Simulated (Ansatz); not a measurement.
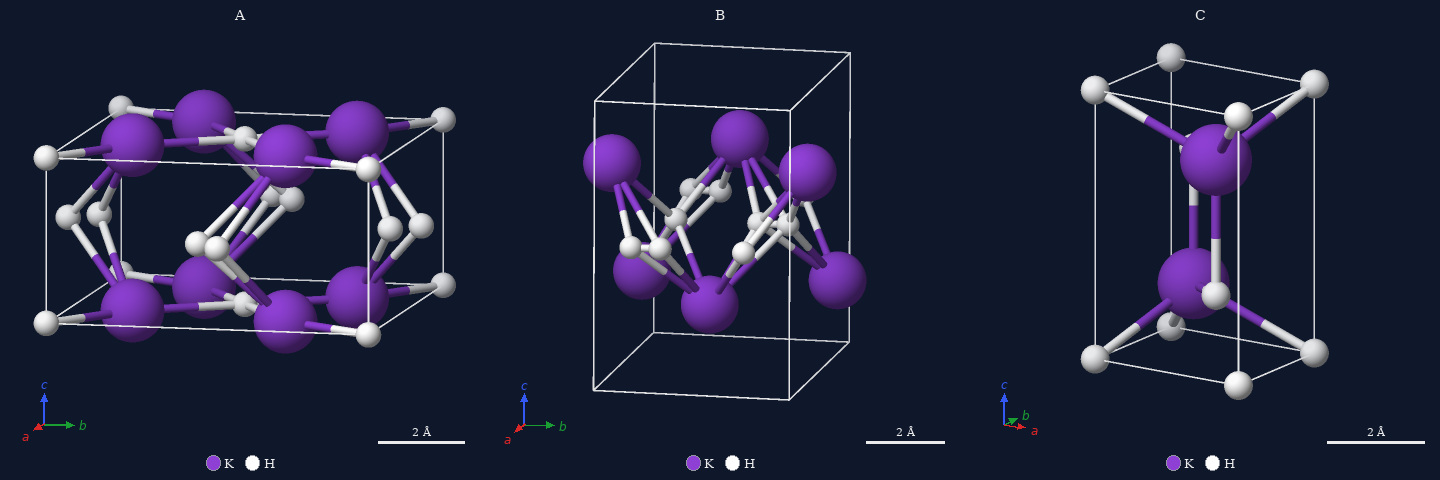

Three structures of K2H3, each relaxed to rest (conventional cells in solid outline, small ones repeated, each panel with its own scale). Method: Ansatz 0.2.0, DFT PBE, scalar-relativistic, plane waves, PAW, without spin polarisation.

Name the structure in each panel.

Answer. A: 10 atoms a cell on a primitive tetragonal lattice, P4/mbm; B: 10 atoms a cell on a base-centred monoclinic lattice, C2; C: 5 atoms a cell on a primitive hexagonal lattice, P-3m1.

Rank them by energy, lowest first.

Answer. B, then A (+161 meV/atom) and C (+268 meV/atom), energies at zero smearing.

Collect the results in a table.

Answer.
| panel | structure | E − E(lowest) (meV/atom) | volume (Å³/atom) | gap (eV) |
| --- | --- | --- | --- | --- |
| B | C2 | 0 | 28.0 | metal |
| A | P4/mbm | 161 | 23.6 | metal |
| C | P-3m1 | 268 | 21.1 | metal |

Some of these may be structure types tried for this composition rather than known phases, and the most stable form need not be among them. Gaps are taken on the k-mesh or band path of each run.
